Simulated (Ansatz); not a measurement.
Run report: CuO2, single-point calculation (part 2 of 3)

Continued. System: CuO2 (Cmcm, 6 atoms in the cell). Method: DFT r2SCAN+U, scalar-relativistic, plane waves, PAW, Ueff = 4 eV on Cu d, spin-polarised (Ansatz 0.2.0); cutoff 500 eV, 14×14×8 k-mesh, Gaussian smearing of 0.1 eV, collinear spins. The structure derives from a Materials Project entry. It belongs to a series of runs on one base structure; here: small parallel starting moments.

Geometry of the input (Å; fractional positions):
```
1.4126  -5.2107  0.0000
1.4126  5.2107  0.0000
0.0000  0.0000  4.3434
Cu 0.8327  0.1673  0.2500
Cu 0.1673  0.8327  0.7500
O  0.4485  0.5515  0.2500
O  0.5515  0.4485  0.7500
O  0.2110  0.7890  0.2500
O  0.7890  0.2110  0.7500
```

**Output, continued**
```
SCF iter   1: F=—  HF=-15525.002086 eV  |F-HF|=—  |Δ(HF+E_count)|=         —  Δρ=1.16e-1 (↑7.47e-2 ↓1.16e-1)  dr2=2.93e1  dr2_τ=2.25e-1  dr2_m=8.03e-1  M=0.142 μB ∫|m|=0.179 μB  β_m=0.30  ethr=3.10e-3  ⟨swp⟩=5.3  Hψ=77006  notcnv=0
preconditioner: auto → Kerker (q_TF=auto, 2.714 Å⁻¹)  [metal: Δε(μ)=0.002 eV  Ē_g=13.711 eV  σ=0.100 eV  W_gap=0.01  n_scr=14 (ndim 8)  ℏωp=31.5 eV  f_vac=0.074  D(μ)=2.41/eV (n_scr^D=14)]
spin=Collinear: Kerker preconditioning applied to the charge; magnetization (m = ρ↑ − ρ↓) channel mixes plain (no charge-response kernel on spin).
SCF iter   2: F=—  HF=-15523.438193 eV  |F-HF|=—  |Δ(HF+E_count)|=    1.56e0  Δρ=7.39e-2 (↑7.39e-2 ↓5.32e-2)  dr2=7.62e0  dr2_τ=4.32e-1  dr2_m=2.49e-1  M=0.355 μB ∫|m|=0.410 μB  β_m=0.30  ethr=3.10e-3  ⟨swp⟩=3.0  Hψ=43941  notcnv=0  defer=1243  κ⁻¹=1.0e0(r=1)
SCF iter   3: F=—  HF=-15523.423813 eV  |F-HF|=—  |Δ(HF+E_count)|=   1.44e-2  Δρ=2.98e-2 (↑2.98e-2 ↓2.21e-2)  dr2=7.78e-1  dr2_τ=7.96e-2  dr2_m=1.38e-1  M=0.408 μB ∫|m|=0.441 μB  β_m=0.30  ethr=3.10e-3  ⟨swp⟩=2.3  Hψ=38202  notcnv=0  defer=1098  κ⁻¹=5.1e-3(r=2)
SCF iter   4: F=—  HF=-15523.669200 eV  |F-HF|=—  |Δ(HF+E_count)|=   2.45e-1  Δρ=2.47e-2 (↑2.47e-2 ↓1.69e-2)  dr2=4.23e-1  dr2_τ=5.85e-3  dr2_m=7.43e-2  M=0.454 μB ∫|m|=0.489 μB  β_m=0.30  ethr=1.26e-3  ⟨swp⟩=2.0  Hψ=23094  notcnv=0  defer=1098  κ⁻¹=1.7e-4(r=3)
SCF iter   5: F=—  HF=-15524.055007 eV  |F-HF|=—  |Δ(HF+E_count)|=   3.86e-1  Δρ=8.92e-3 (↑8.78e-3 ↓8.92e-3)  dr2=3.97e-2  dr2_τ=1.88e-3  dr2_m=3.75e-2  M=0.512 μB ∫|m|=0.549 μB  β_m=0.30  ethr=6.82e-4  ⟨swp⟩=2.1  Hψ=41212  notcnv=0  defer=1098  κ⁻¹=1.7e-5(r=4)
SCF iter   6: F=—  HF=-15524.075001 eV  |F-HF|=—  |Δ(HF+E_count)|=   2.00e-2  Δρ=1.41e-2 (↑1.41e-2 ↓6.89e-3)  dr2=1.72e-1  dr2_τ=1.24e-3  dr2_m=2.19e-2  M=0.591 μB ∫|m|=0.628 μB  β_m=0.30  ethr=6.40e-5  ⟨swp⟩=2.1  Hψ=43240  notcnv=0  defer=1036  κ⁻¹=1.7e-5(r=5)
SCF iter   7: F=—  HF=-15524.102069 eV  |F-HF|=—  |Δ(HF+E_count)|=   2.71e-2  Δρ=1.17e-2 (↑1.17e-2 ↓7.06e-3)  dr2=1.19e-1  dr2_τ=1.16e-3  dr2_m=2.10e-2  M=0.683 μB ∫|m|=0.717 μB  β_m=1.00  ethr=6.40e-5  ⟨swp⟩=1.0  Hψ=21089  notcnv=0  defer=1018  κ⁻¹=7.2e-6(r=6)
SCF iter   8: F=—  HF=-15524.128359 eV  |F-HF|=—  |Δ(HF+E_count)|=   2.63e-2  Δρ=1.32e-2 (↑1.04e-2 ↓1.32e-2)  dr2=1.98e-1  dr2_τ=3.20e-3  dr2_m=1.95e-2  M=0.891 μB ∫|m|=0.929 μB  β_m=1.00  ethr=6.40e-5  ⟨swp⟩=2.0  Hψ=36392  notcnv=0  defer=1018  κ⁻¹=8.9e-7(r=7)
SCF iter   9: F=—  HF=-15524.149142 eV  |F-HF|=—  |Δ(HF+E_count)|=   2.08e-2  Δρ=8.86e-3 (↑8.86e-3 ↓8.43e-3)  dr2=6.44e-2  dr2_τ=1.84e-3  dr2_m=2.21e-2  M=1.120 μB ∫|m|=1.165 μB  β_m=1.00  ethr=6.40e-5  ⟨swp⟩=2.0  Hψ=39627  notcnv=0  defer=1015  κ⁻¹=2.5e-7(r=8)
SCF iter  10: F=—  HF=-15524.175491 eV  |F-HF|=—  |Δ(HF+E_count)|=   2.63e-2  Δρ=8.57e-3 (↑8.00e-3 ↓8.57e-3)  dr2=4.75e-2  dr2_τ=1.86e-3  dr2_m=2.63e-2  M=1.364 μB ∫|m|=1.416 μB  β_m=1.00  ethr=6.40e-5  ⟨swp⟩=2.4  Hψ=34432  notcnv=0  defer=1015  κ⁻¹=2.1e-6(r=8)
SCF iter  11: F=—  HF=-15524.208898 eV  |F-HF|=—  |Δ(HF+E_count)|=   3.34e-2  Δρ=9.22e-3 (↑9.22e-3 ↓8.54e-3)  dr2=2.08e-2  dr2_τ=2.70e-3  dr2_m=3.95e-2  M=1.649 μB ∫|m|=1.709 μB  β_m=1.00  ethr=6.40e-5  ⟨swp⟩=2.1  Hψ=33049  notcnv=0  defer=1015  κ⁻¹=2.2e-5(r=8)
SCF iter  12: F=—  HF=-15524.259890 eV  |F-HF|=—  |Δ(HF+E_count)|=   5.10e-2  Δρ=1.05e-2 (↑1.05e-2 ↓8.41e-3)  dr2=2.95e-2  dr2_τ=3.06e-3  dr2_m=4.27e-2  M=1.928 μB ∫|m|=2.001 μB  β_m=1.00  ethr=3.35e-5  ⟨swp⟩=2.0  Hψ=35502  notcnv=0  defer=1015  κ⁻¹=2.4e-5(r=8)
SCF iter  13: F=—  HF=-15524.306617 eV  |F-HF|=—  |Δ(HF+E_count)|=   4.67e-2  Δρ=5.21e-3 (↑5.13e-3 ↓5.21e-3)  dr2=1.16e-2  dr2_τ=1.00e-3  dr2_m=1.20e-2  M=1.999 μB ∫|m|=2.101 μB  β_m=0.30  ethr=3.35e-5  ⟨swp⟩=2.0  Hψ=37887  notcnv=0  defer=1071  κ⁻¹=2.0e-5(r=8)
SCF iter  14: F=—  HF=-15524.355159 eV  |F-HF|=—  |Δ(HF+E_count)|=   4.85e-2  Δρ=5.52e-3 (↑5.52e-3 ↓4.56e-3)  dr2=1.54e-2  dr2_τ=3.91e-4  dr2_m=1.05e-2  M=2.000 μB ∫|m|=2.114 μB  β_m=0.30  ethr=1.87e-5  ⟨swp⟩=2.0  Hψ=35451  notcnv=0  defer=1083  κ⁻¹=6.6e-6(r=8)
SCF iter  15: F=—  HF=-15524.383911 eV  |F-HF|=—  |Δ(HF+E_count)|=   2.88e-2  Δρ=5.62e-3 (↑5.62e-3 ↓4.55e-3)  dr2=1.90e-2  dr2_τ=3.09e-4  dr2_m=1.01e-2  M=2.000 μB ∫|m|=2.123 μB  β_m=0.30  ethr=1.87e-5  ⟨swp⟩=2.0  Hψ=24266  notcnv=0  defer=1106  κ⁻¹=4.6e-6(r=8)
SCF iter  16: F=—  HF=-15524.401715 eV  |F-HF|=—  |Δ(HF+E_count)|=   1.78e-2  Δρ=6.19e-3 (↑6.19e-3 ↓4.57e-3)  dr2=2.72e-2  dr2_τ=3.15e-4  dr2_m=9.61e-3  M=2.000 μB ∫|m|=2.131 μB  β_m=0.30  ethr=1.87e-5  ⟨swp⟩=1.9  Hψ=22624  notcnv=0  defer=1116  κ⁻¹=8.7e-5(r=8)
SCF iter  17: F=—  HF=-15524.410871 eV  |F-HF|=—  |Δ(HF+E_count)|=   9.16e-3  Δρ=4.91e-3 (↑4.91e-3 ↓4.45e-3)  dr2=1.22e-2  dr2_τ=2.56e-4  dr2_m=9.76e-3  M=2.000 μB ∫|m|=2.139 μB  β_m=0.30  ethr=1.87e-5  ⟨swp⟩=1.7  Hψ=22887  notcnv=0  defer=1112  κ⁻¹=6.2e-5(r=8)
SCF iter  18: F=—  HF=-15524.417583 eV  |F-HF|=—  |Δ(HF+E_count)|=   6.71e-3  Δρ=4.87e-3 (↑4.87e-3 ↓4.26e-3)  dr2=1.57e-2  dr2_τ=2.16e-4  dr2_m=8.61e-3  M=2.000 μB ∫|m|=2.145 μB  β_m=0.30  ethr=1.87e-5  ⟨swp⟩=1.3  Hψ=21026  notcnv=0  defer=1112  κ⁻¹=3.0e-5(r=8)
SCF iter  19: F=—  HF=-15524.422874 eV  |F-HF|=—  |Δ(HF+E_count)|=   5.29e-3  Δρ=4.93e-3 (↑4.93e-3 ↓4.37e-3)  dr2=2.06e-2  dr2_τ=2.11e-4  dr2_m=7.99e-3  M=2.000 μB ∫|m|=2.151 μB  β_m=0.30  ethr=1.87e-5  ⟨swp⟩=1.0  Hψ=20830  notcnv=0  defer=1107  κ⁻¹=3.4e-5(r=8)
SCF iter  20: F=—  HF=-15524.426844 eV  |F-HF|=—  |Δ(HF+E_count)|=   3.97e-3  Δρ=4.90e-3 (↑4.90e-3 ↓4.46e-3)  dr2=2.60e-2  dr2_τ=2.03e-4  dr2_m=7.32e-3  M=2.000 μB ∫|m|=2.157 μB  β_m=0.30  ethr=1.87e-5  ⟨swp⟩=1.0  Hψ=21200  notcnv=0  defer=1122  κ⁻¹=5.2e-6(r=8)
SCF iter  21: F=—  HF=-15524.429698 eV  |F-HF|=—  |Δ(HF+E_count)|=   2.85e-3  Δρ=4.96e-3 (↑4.67e-3 ↓4.96e-3)  dr2=3.59e-2  dr2_τ=2.05e-4  dr2_m=6.53e-3  M=2.000 μB ∫|m|=2.163 μB  β_m=0.30  ethr=1.87e-5  ⟨swp⟩=1.0  Hψ=21130  notcnv=0  defer=1143  κ⁻¹=3.1e-6(r=8)
SCF iter  22: F=—  HF=-15524.432103 eV  |F-HF|=—  |Δ(HF+E_count)|=   2.41e-3  Δρ=5.04e-3 (↑5.04e-3 ↓4.66e-3)  dr2=3.80e-2  dr2_τ=1.73e-4  dr2_m=5.63e-3  M=2.000 μB ∫|m|=2.168 μB  β_m=0.30  ethr=1.87e-5  ⟨swp⟩=1.0  Hψ=20887  notcnv=0  defer=1167  κ⁻¹=8.0e-5(r=8)
SCF iter  23: F=—  HF=-15524.434260 eV  |F-HF|=—  |Δ(HF+E_count)|=   2.16e-3  Δρ=5.10e-3 (↑5.10e-3 ↓4.64e-3)  dr2=4.13e-2  dr2_τ=1.78e-4  dr2_m=5.16e-3  M=2.000 μB ∫|m|=2.173 μB  β_m=0.30  ethr=1.87e-5  ⟨swp⟩=1.0  Hψ=20548  notcnv=0  defer=1170  κ⁻¹=2.6e-5(r=8)
SCF iter  24: F=—  HF=-15524.435952 eV  |F-HF|=—  |Δ(HF+E_count)|=   1.69e-3  Δρ=4.96e-3 (↑4.55e-3 ↓4.96e-3)  dr2=4.55e-2  dr2_τ=1.85e-4  dr2_m=4.97e-3  M=2.000 μB ∫|m|=2.179 μB  β_m=0.30  ethr=1.87e-5  ⟨swp⟩=1.0  Hψ=20503  notcnv=0  defer=1184  κ⁻¹=7.7e-5(r=8)
SCF iter  25: F=—  HF=-15524.438034 eV  |F-HF|=—  |Δ(HF+E_count)|=   2.08e-3  Δρ=5.31e-3 (↑4.35e-3 ↓5.31e-3)  dr2=5.36e-2  dr2_τ=1.91e-4  dr2_m=4.77e-3  M=2.000 μB ∫|m|=2.184 μB  β_m=0.30  ethr=1.87e-5  ⟨swp⟩=1.0  Hψ=20753  notcnv=0  defer=1223  κ⁻¹=4.6e-5(r=8)
SCF iter  26: F=—  HF=-15524.439359 eV  |F-HF|=—  |Δ(HF+E_count)|=   1.33e-3  Δρ=5.73e-3 (↑3.69e-3 ↓5.73e-3)  dr2=5.91e-2  dr2_τ=1.84e-4  dr2_m=4.58e-3  M=2.000 μB ∫|m|=2.189 μB  β_m=0.30  ethr=1.87e-5  ⟨swp⟩=1.0  Hψ=20625  notcnv=0  defer=1249  κ⁻¹=2.2e-4(r=8)
SCF iter  27: F=—  HF=-15524.438968 eV  |F-HF|=—  |Δ(HF+E_count)|=   3.91e-4  Δρ=4.72e-3 (↑3.59e-3 ↓4.72e-3)  dr2=4.20e-2  dr2_τ=1.23e-4  dr2_m=3.77e-3  M=2.000 μB ∫|m|=2.195 μB  β_m=0.30  ethr=1.87e-5  ⟨swp⟩=1.0  Hψ=20736  notcnv=0  defer=1287  κ⁻¹=2.8e-4(r=8)
SCF iter  28: F=—  HF=-15524.439090 eV  |F-HF|=—  |Δ(HF+E_count)|=   1.22e-4  Δρ=4.25e-3 (↑3.29e-3 ↓4.25e-3)  dr2=3.39e-2  dr2_τ=9.27e-5  dr2_m=3.26e-3  M=2.000 μB ∫|m|=2.200 μB  β_m=0.30  ethr=1.87e-5  ⟨swp⟩=1.0  Hψ=20767  notcnv=0  defer=1297  κ⁻¹=2.4e-4(r=8)
SCF iter  29: F=—  HF=-15524.446045 eV  |F-HF|=—  |Δ(HF+E_count)|=   6.95e-3  Δρ=6.57e-3 (↑3.98e-3 ↓6.57e-3)  dr2=9.20e-2  dr2_τ=3.62e-4  dr2_m=3.86e-3  M=2.000 μB ∫|m|=2.204 μB  β_m=0.30  ethr=1.87e-5  ⟨swp⟩=1.0  Hψ=20699  notcnv=0  defer=1306  κ⁻¹=5.2e-5(r=8)
SCF iter  30: F=—  HF=-15524.445041 eV  |F-HF|=—  |Δ(HF+E_count)|=   1.00e-3  Δρ=6.03e-3 (↑3.76e-3 ↓6.03e-3)  dr2=7.87e-2  dr2_τ=1.76e-4  dr2_m=3.21e-3  M=2.000 μB ∫|m|=2.210 μB  β_m=1.20  ethr=1.87e-5  ⟨swp⟩=1.0  Hψ=20981  notcnv=0  defer=1308
Mixer restart at iter 30: flushing history
spin-set hold was let go at iteration 30 (at or past its limit, not by a criterion on the site moments or on the charge that they waited for): the magnetisation degrees of freedom join the quasi-Newton model from the next iteration; the mixer history was flushed
SCF iter  31: F=—  HF=-15524.437428 eV  |F-HF|=—  |Δ(HF+E_count)|=   7.61e-3  Δρ=2.48e-3 (↑2.48e-3 ↓1.68e-3)  dr2=6.69e-3  dr2_τ=4.35e-4  dr2_m=4.15e-4  M=2.000 μB ∫|m|=2.223 μB  β_m=1.20  ethr=1.87e-5  ⟨swp⟩=2.3  Hψ=33517  notcnv=0  defer=1307  κ⁻¹=1.0e0(r=1)
SCF iter  32: F=—  HF=-15524.438610 eV  |F-HF|=—  |Δ(HF+E_count)|=   1.18e-3  Δρ=1.55e-3 (↑1.33e-3 ↓1.55e-3)  dr2=2.89e-3  dr2_τ=4.60e-5  dr2_m=1.69e-4  M=2.000 μB ∫|m|=2.232 μB  β_m=1.20  ethr=1.08e-5  ⟨swp⟩=1.0  Hψ=22011  notcnv=0  defer=1307  κ⁻¹=2.5e-2(r=2)
SCF iter  33: F=—  HF=-15524.439342 eV  |F-HF|=—  |Δ(HF+E_count)|=   7.32e-4  Δρ=7.16e-4 (↑7.16e-4 ↓7.06e-4)  dr2=1.43e-3  dr2_τ=1.11e-5  dr2_m=6.59e-5  M=2.000 μB ∫|m|=2.243 μB  β_m=1.20  ethr=4.66e-6  ⟨swp⟩=1.7  Hψ=26937  notcnv=0  defer=1305  κ⁻¹=1.0e-2(r=3)
SCF iter  34: F=—  HF=-15524.440909 eV  |F-HF|=—  |Δ(HF+E_count)|=   1.57e-3  Δρ=4.95e-4 (↑4.95e-4 ↓4.56e-4)  dr2=3.98e-4  dr2_τ=5.80e-6  dr2_m=8.88e-5  M=2.000 μB ∫|m|=2.260 μB  β_m=1.20  ethr=2.30e-6  ⟨swp⟩=2.3  Hψ=31845  notcnv=0  defer=1307  κ⁻¹=1.7e-3(r=4)
SCF iter  35: F=—  HF=-15524.442051 eV  |F-HF|=—  |Δ(HF+E_count)|=   1.14e-3  Δρ=5.19e-4 (↑5.19e-4 ↓3.73e-4)  dr2=1.29e-4  dr2_τ=3.18e-6  dr2_m=4.12e-5  M=2.000 μB ∫|m|=2.274 μB  β_m=1.20  ethr=6.42e-7  ⟨swp⟩=2.3  Hψ=31449  notcnv=0  defer=1308  κ⁻¹=2.9e-4(r=5)
SCF iter  36: F=—  HF=-15524.443244 eV  |F-HF|=—  |Δ(HF+E_count)|=   1.19e-3  Δρ=3.42e-4 (↑3.42e-4 ↓2.42e-4)  dr2=3.19e-5  dr2_τ=1.54e-6  dr2_m=3.72e-5  M=2.000 μB ∫|m|=2.292 μB  β_m=1.20  ethr=2.09e-7  ⟨swp⟩=2.0  Hψ=36172  notcnv=0  defer=1307  κ⁻¹=1.5e-4(r=6)
SCF iter  37: F=—  HF=-15524.444480 eV  |F-HF|=—  |Δ(HF+E_count)|=   1.24e-3  Δρ=2.53e-4 (↑2.09e-4 ↓2.53e-4)  dr2=1.73e-5  dr2_τ=8.54e-7  dr2_m=1.67e-5  M=2.000 μB ∫|m|=2.320 μB  β_m=1.20  ethr=5.14e-8  ⟨swp⟩=2.5  Hψ=40723  notcnv=0  defer=1307  κ⁻¹=2.6e-5(r=7)
SCF iter  38: F=—  HF=-15524.445064 eV  |F-HF|=—  |Δ(HF+E_count)|=   5.84e-4  Δρ=2.39e-4 (↑8.20e-5 ↓2.39e-4)  dr2=1.82e-5  dr2_τ=2.95e-7  dr2_m=1.07e-5  M=2.000 μB ∫|m|=2.339 μB  β_m=1.20  ethr=2.79e-8  ⟨swp⟩=2.4  Hψ=39536  notcnv=0  defer=1308  κ⁻¹=1.6e-5(r=8)
SCF iter  39: F=—  HF=-15524.445457 eV  |F-HF|=—  |Δ(HF+E_count)|=   3.93e-4  Δρ=1.59e-4 (↑5.72e-5 ↓1.59e-4)  dr2=1.63e-5  dr2_τ=1.59e-7  dr2_m=3.43e-6  M=2.000 μB ∫|m|=2.362 μB  β_m=1.20  ethr=2.79e-8  ⟨swp⟩=2.5  Hψ=39435  notcnv=0  defer=1308  κ⁻¹=3.6e-4(r=8)
SCF iter  40: F=—  HF=-15524.445562 eV  |F-HF|=—  |Δ(HF+E_count)|=   1.04e-4  Δρ=7.25e-5 (↑5.88e-5 ↓7.25e-5)  dr2=4.91e-6  dr2_τ=1.00e-7  dr2_m=9.99e-7  M=2.000 μB ∫|m|=2.375 μB  β_m=1.20  ethr=2.62e-8  ⟨swp⟩=2.0  Hψ=38412  notcnv=0  defer=1309  κ⁻¹=7.7e-4(r=8)
SCF iter  41: F=—  HF=-15524.445596 eV  |F-HF|=—  |Δ(HF+E_count)|=   3.48e-5  Δρ=5.12e-5 (↑5.12e-5 ↓4.51e-5)  dr2=3.33e-6  dr2_τ=5.34e-8  dr2_m=4.26e-8  M=2.000 μB ∫|m|=2.385 μB  β_m=1.20  ethr=7.93e-9  ⟨swp⟩=2.1  Hψ=38312  notcnv=0  defer=1309  κ⁻¹=4.5e-4(r=8)
SCF iter  42: F=—  HF=-15524.445605 eV  |F-HF|=—  |Δ(HF+E_count)|=   8.70e-6  Δρ=3.93e-5 (↑3.62e-5 ↓3.93e-5)  dr2=2.46e-6  dr2_τ=1.53e-8  dr2_m=1.26e-8  M=2.000 μB ∫|m|=2.388 μB  β_m=1.20  ethr=5.38e-9  ⟨swp⟩=2.0  Hψ=35876  notcnv=0  defer=1309  κ⁻¹=6.0e-4(r=8)
SCF iter  43: F=—  HF=-15524.445606 eV  |F-HF|=—  |Δ(HF+E_count)|=   6.99e-7  Δρ=1.54e-5 (↑1.49e-5 ↓1.54e-5)  dr2=5.29e-7  dr2_τ=6.95e-9  dr2_m=2.17e-9  M=2.000 μB ∫|m|=2.388 μB  β_m=1.20  ethr=3.97e-9  ⟨swp⟩=1.0  Hψ=20346  notcnv=0  defer=1309  κ⁻¹=4.4e-4(r=8)
SCF iter  44: F=—  HF=-15524.445606 eV  |F-HF|=—  |Δ(HF+E_count)|=   3.71e-7  Δρ=9.70e-6 (↑9.70e-6 ↓8.85e-6)  dr2=2.20e-7  dr2_τ=2.13e-9  dr2_m=4.57e-9  M=2.000 μB ∫|m|=2.389 μB  β_m=1.20  ethr=8.53e-10  ⟨swp⟩=2.0  Hψ=35715  notcnv=0  defer=1309  κ⁻¹=2.8e-4(r=8)
SCF iter  45: F=-15524.445606 eV  HF=-15524.445606 eV  |F-HF|=6.09e-8  |Δ(HF+E_count)|=   3.18e-8  Δρ=6.68e-6 (↑6.68e-6 ↓5.60e-6)  dr2=5.23e-8  dr2_τ=6.10e-10  dr2_m=2.44e-9  M=2.000 μB ∫|m|=2.390 μB  ethr=1.61e-10  ⟨swp⟩=11.3  Hψ=145891  notcnv=0
SCF 1 converged in 45 iterations: F = -15524.445606 eV  dr2 = 5.23e-8
  greatest PAW one-centre occupation: 1.000 electrons in one spin orbital (limit 2), on the Cu atom at site 1 (counted from 0), in its partial waves of l = 0
```

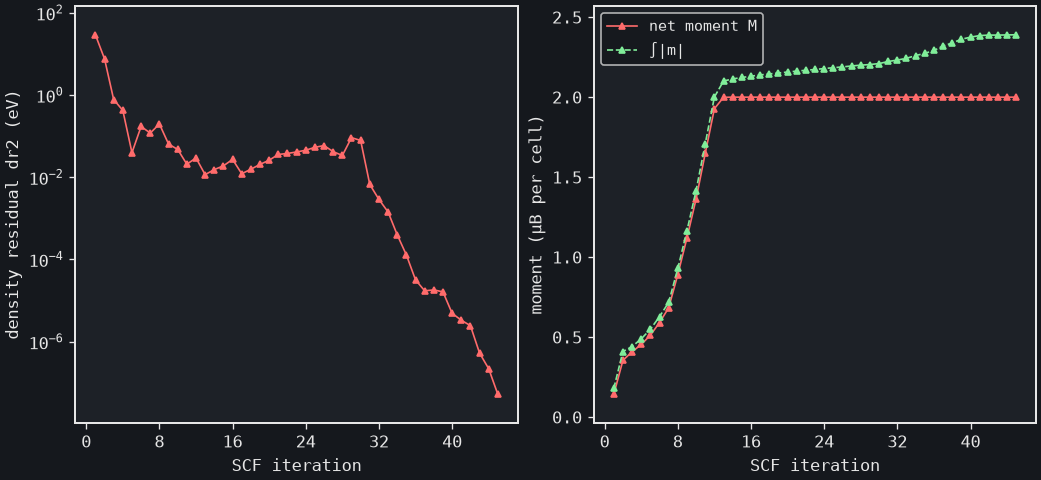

Fig. 1: Convergence of the self-consistent field: density residual dr2 and magnetic moment against the SCF iteration. The residual lingers near 0.025 from about step 11 to 24 before it falls again. The net moment goes from 0.1 to 2.0 μB per cell.
